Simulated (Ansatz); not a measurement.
**C₁₁O (slab): density, localisation and related maps**

```
C O
1.0
     2.46554    0.00000    0.00000
    -1.23277    2.13415    0.00000
     0.00000    0.00000   33.74797
C O
11 1
Cartesian
  0.0000 0.3556 8.5001
  0.0000 1.7786 8.5001
  1.2328 0.3556 11.8995
  1.2328 1.7786 11.8995
  0.0000 1.0185 15.2693
  1.2328 0.3074 15.2693
  1.2328 0.0995 18.6275
  1.2328 1.5226 18.6272
  0.0000 0.7438 21.9936
  1.2328 0.0328 21.9932
  0.0000 1.4466 25.4001
  0.0000 1.4466 26.5340
```

Computed with Ansatz 0.2.0, DFT PBE+D3(BJ), scalar-relativistic, plane waves, PAW.

In a PAW calculation such maps are meaningful between the atoms, not at the nuclei.

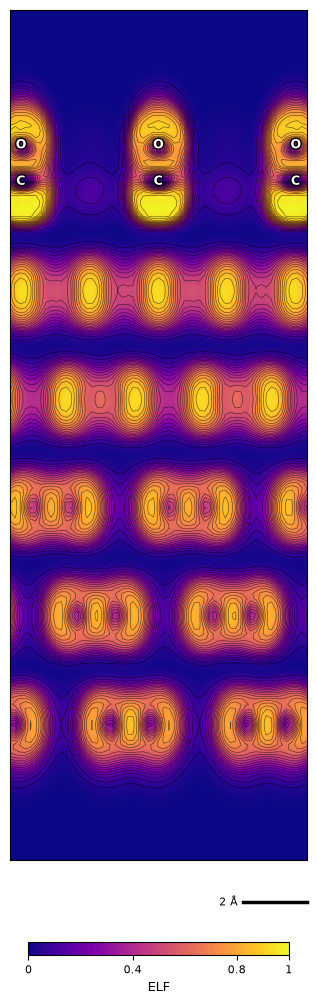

Figure 1. Electron localisation function on the (110) plane of the calculation cell, a cut from vacuum to vacuum.

Question: Interpret the plot.

Answer: Atoms in the plane: C and O. Atoms just off the plane (C, 0.3 Å away) can leave unmarked features too. C–O (1.13 Å): the ELF peaks at about 0.85 between the atoms. The ELF also peaks beside O, away from the bonds: lone-pair regions.

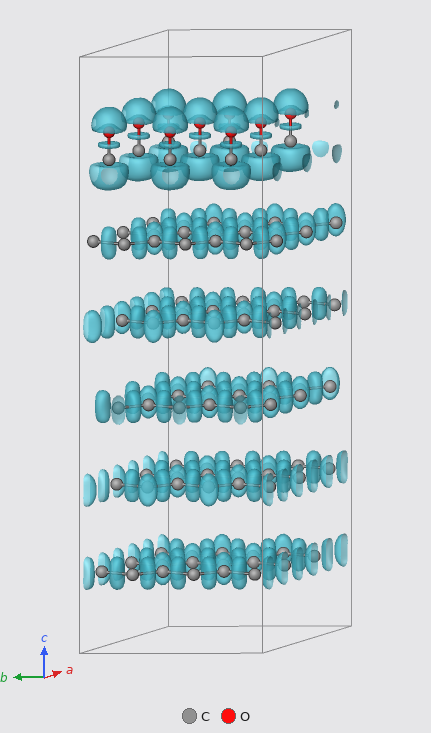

Figure 2. Isosurface of the ELF at 0.8 (cyan), seen at an oblique angle. Only the valence region is drawn (cores and ρ < 0.01 e/Å³ removed). Sticks mark near contacts.

Question: What do the ELF domains correspond to?

Answer: The surface consists of 15 regions between bonded C–C atoms, one region between bonded C–O atoms, one lobe on C, pointing away from the bonds (lone pairs) and one lobe on O, pointing away from the bonds (lone pairs, which may merge into one lobe), counted in one cell of 12 atoms. Counts are for one cell; the picture repeats the cell along the surface.


 C–C (1.42 Å): the ELF peaks at about 0.95 between the atoms.

Question: Metal or insulator at this level of theory?

Answer: It is gapless in this calculation (a metal or semimetal).
